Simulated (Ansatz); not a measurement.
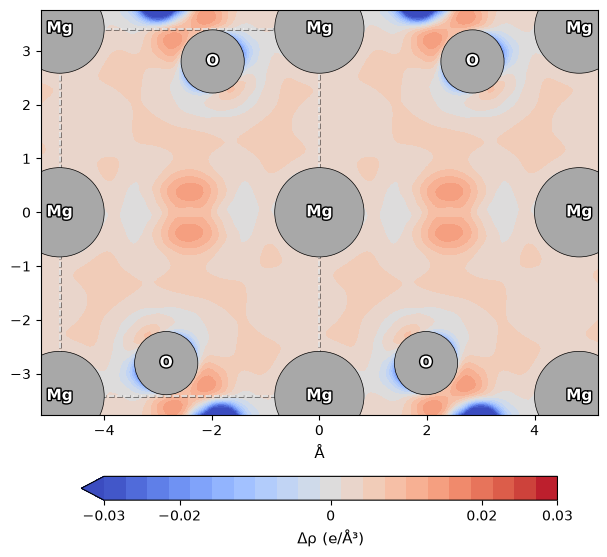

MgO2. Difference of the valence pseudo-densities of two functionals at the same geometry, on the (110) plane of the calculation cell: one of BLYP and PBEsol less the other.

Both computed with Ansatz (plane waves, PAW), on the same k-point mesh. Grey discs cover the atomic cores.

**Which was subtracted from which, and what does the map show?**

It is PBEsol less BLYP. Against BLYP, PBEsol gives more density in the space between the atoms (+0.004 e/Å³ on average).
